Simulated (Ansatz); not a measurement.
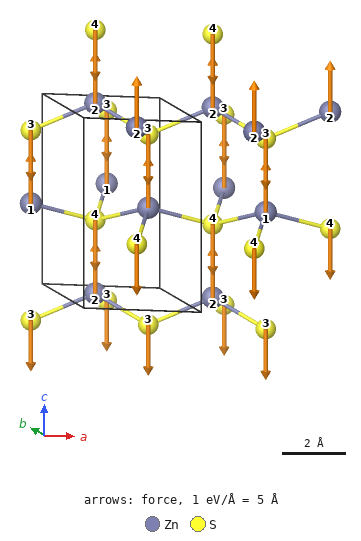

Starting geometry of solid ZnS (set up in P6_3mc) with the computed forces as orange arrows. Style: ball-and-stick. Shown: the cell of the calculation, repeated 2 × 1 × 1 with one cell outlined, slightly off an axis.

The run lets cell and atoms move.

The calculation used Kohn-Sham DFT of a periodic cell, HSE03, Ansatz PAW (Ansatz).

The input:
```yaml
crystal:
  lattice:
    - [3.811, 0.0, 0.0]
    - [-1.9055, 3.3004228138, 0.0]
    - [0.0, 0.0, 6.234]
  atoms:
    - { symbol: Zn, position: [0.6666666667, 0.3333333333, 0.5] }
    - { symbol: Zn, position: [0.3333333333, 0.6666666667, 0.0] }
    - { symbol: S, position: [0.6666666667, 0.3333333333, 0.885] }
    - { symbol: S, position: [0.3333333333, 0.6666666667, 0.385] }
hamiltonian:
  xc: { exchange: pbe, correlation: pbe, exx: { coeff: 0.25, omega: 0.3 } }
  pseudopotentials: { kind: paw }
kpoints:
  mp_grid: { grid: [4, 4, 3] }
scf:
  occupations: { method: fermi_dirac, width: 0.05 }
output:
  forces: true
  stress: true
relax:
  f_tol: 0.01
  max_steps: 40
  cell: { stress_tol: 0.05 }
```

Run as
```bash
ansatz run input.yaml --threads 2 --pin off --max-ram 5632MiB --backend cpu --events-out ev --progress --plain --runs-dir out
```

Q: Is this structure relaxed? If not, where do the atoms go?

A: It isn't relaxed: the largest force vector, on S atoms, is 0.34 eV/Å. The atoms end up moving mostly along the starting forces (cosine between the two patterns 1.00). The largest moves relative to the cell, 0.031 Å, are those of Zn1, Zn2, S3 and S4. S4 goes along −c. Largest moves by element: S 0.031 Å, Zn 0.031 Å. The drawn cell changes as follows: a = b 3.811 → 3.843 Å (+0.8 %), c 6.234 → 6.274 Å (+0.6 %); the volume changes by +2.4 %. Some distances before and after: Zn1–S3 2.400 → 2.354 Å, Zn1–S4 2.314 → 2.353 Å. The space group stays P6_3mc (No. 186). Over 3 accepted moves (4 points after the start) the energy falls by 8.3 meV per atom. Largest force component: 0.34 eV/Å at the start, 0.00025 eV/Å at the end. The pressure goes from 1.99 to 0.00 GPa. At 1 point the geometry stayed and the basis and grid were re-selected for the new cell (energy shift of 0.3 meV per atom at most each time). Cost: 65 s on 2 threads of Arm Neoverse V2 (shared host), peak memory 0.88 GiB.
